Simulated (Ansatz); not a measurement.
CoSn$_{2}$: several calculations on one system

**1. Relaxation**

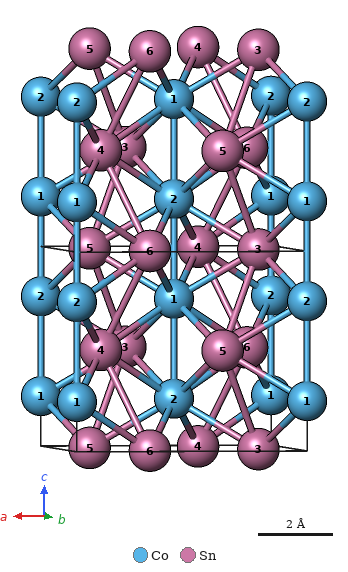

Solid CoSn$_{2}$ (set up in I4/mcm), before the relaxation. A ball-and-stick model of the conventional cell (2 times the calculation's cell), repeated 1 × 1 × 2 with one cell outlined, seen from a free direction. Lengths and directions refer to the drawn axes.

Case: the database's cell, atoms relaxed.

The calculation used DFT PBEsol, scalar-relativistic, plane waves, PAW in Ansatz 0.2.0.

The input:
```yaml
crystal:
  lattice:
    - [-3.1825, 3.1825, 2.7285]
    - [3.1825, -3.1825, 2.7285]
    - [3.1825, 3.1825, -2.7285]
  atoms:
    - { symbol: Co, position: [0.25, 0.25, 0.0] }
    - { symbol: Co, position: [0.75, 0.75, 0.0] }
    - { symbol: Sn, position: [0.658, 0.158, 0.816] }
    - { symbol: Sn, position: [0.158, 0.342, 0.5] }
    - { symbol: Sn, position: [0.342, 0.842, 0.184] }
    - { symbol: Sn, position: [0.842, 0.658, 0.5] }
basis:
  ecutwfc: 420
kpoints:
  mp_grid: { grid: [8, 8, 8] }
hamiltonian:
  xc: pbesol
scf:
  occupations: { method: gaussian, width: 0.1 }
output:
  forces: true
  stress: true
  eigenvalues: true
  write_density: true
  write_potential: true
  elf: true
  volumetric_format: npy
relax:
  adjacent_minimum: "off"
  f_tol: 0.01
  max_steps: 40
```

Command:
```bash
ansatz run input.yaml --threads 1 --pin off --max-ram 2560MiB --backend cpu --events-out ev --progress --plain --runs-dir out
```

> Predict the outcome.

The largest moves, 0.079 Å, are those of Sn3, Sn4, Sn5 and Sn6. Sn4 goes along [−1 1 0]. Co stays in place. The cell doesn't change. Some distances before and after: Sn3–Sn5 2.844 → 3.003 Å, Sn3–Sn5 (another image) 3.192 → 3.112 Å, Co1–Sn3 2.759 → 2.736 Å. The space group stays I4/mcm (No. 140). After 1 accepted move (2 points after the start) the energy has fallen by 21.3 meV per atom. Largest force component: 0.62 eV/Å at the start, 0.0056 eV/Å at the end. The line search rejected the trial step at point 1 of the run. Cost: 48 s on 1 thread of Intel(R) Xeon(R) 6975P-C (Granite Rapids), with other jobs on the host, peak memory 0.58 GiB.

The end point in the same view:

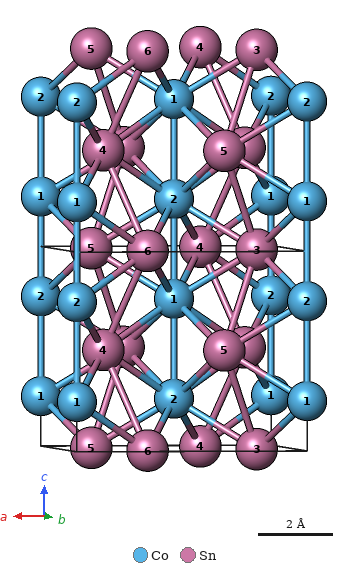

**2. Relaxation**

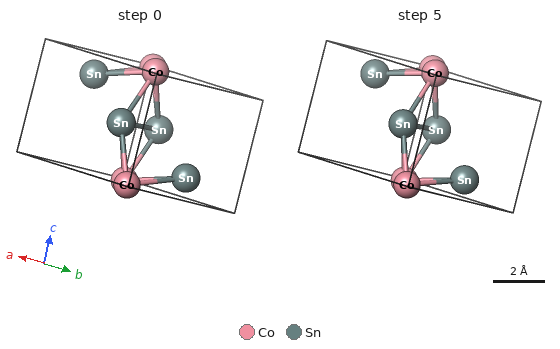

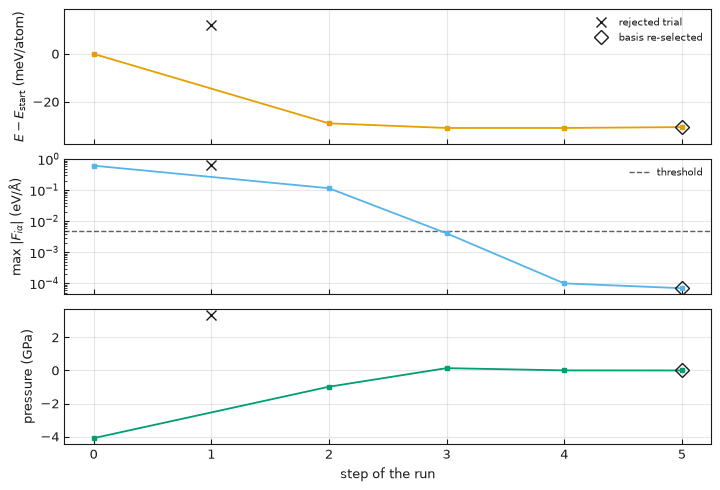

First and last geometry of a relaxation of a crystal of CoSn₂ (set up in I4/mcm), with the history of the run. A ball-and-stick model of the cell of the calculation, seen from a free direction.

All numbers below come from DFT PBEsol, scalar-relativistic, plane waves, PAW (Ansatz). (plane-wave cutoff 420 eV; k-point mesh 8 × 8 × 8; occupations gaussian; smearing width 0.1 eV; no spin polarisation; cell and atoms relaxed; force threshold 0.005 eV/Å; at most 80 steps)

Question: Did the run converge, and what did it change?

Answer: It converged. The energy falls by 30.5 meV per atom in 3 accepted moves (5 points after the start). Largest force component: 0.62 eV/Å at the start, under 0.0001 eV/Å at the end. The pressure goes from −4.09 to 0.00 GPa. The line search rejected the trial step at point 1 of the run. At 1 point the geometry stayed and the basis and grid were re-selected for the new cell (energy shift of 0.4 meV per atom at most each time). The largest moves relative to the cell, 0.074 Å, are those of Sn atoms. Co stays in place. The drawn cell changes as follows: a = b = c 5.263 → 5.196 Å (−1.3 %), γ 117.5° → 117.4°; the volume changes by −3.7 %. Near-neighbour distances that change, for instance: Sn–Sn 3.192 → 3.081 Å, Sn–Sn 2.844 → 2.954 Å, Co–Sn 2.759 → 2.702 Å, Co–Co 2.729 → 2.699 Å. The space group stays I4/mcm (No. 140). The run took 95 s on 1 thread of Intel(R) Xeon(R) 6975P-C (Granite Rapids) (shared host), peak memory 0.6 GiB.

**3. A change**

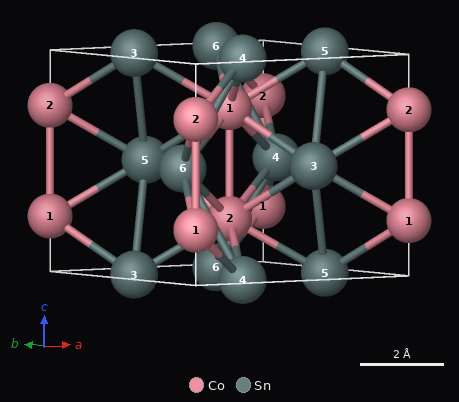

This is solid CoSn₂ (set up in I4/mcm). The picture is a ball-and-stick view of the conventional cell (2 times the calculation's cell), seen from a free direction. Lengths and directions refer to the drawn axes.

Computed with Ansatz, DFT PBEsol, scalar-relativistic, plane waves, PAW. Set-up: plane-wave cutoff 420 eV; k-point mesh 8 × 8 × 8; occupations gaussian; smearing width 0.1 eV; no spin polarisation.

Change: The volume is changed by −9.0 %. The cell's shape and the atoms are relaxed at that volume.

What does the calculation give for the changed structure?

Cell: a = b 6.280 → 6.091 Å (−3.0 %), c 5.398 → 5.221 Å (−3.3 %). Volume −9.0 %. The largest moves relative to the cell, 0.008 Å, are those of Sn3, Sn4, Sn5 and Sn6. Sn3 goes along [−1 −1 0]. Co stays in place. Among the bonded contacts that change: Sn–Sn 2.954 → 2.849 Å, Sn–Sn 3.081 → 2.990 Å, Co–Co 2.699 → 2.611 Å, Co–Sn 2.702 → 2.621 Å. The space group stays I4/mcm (No. 140). It costs 64.1 meV per atom. Pressure: 0.0 GPa before, 14.2 GPa after.

Drawn alike, the variant:

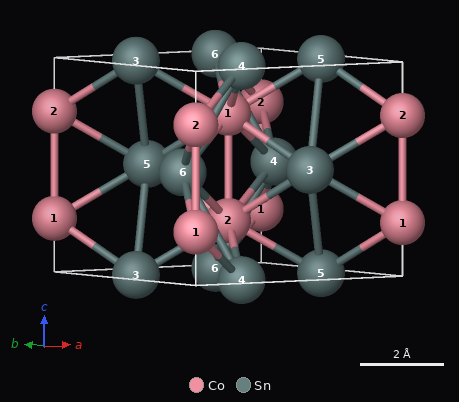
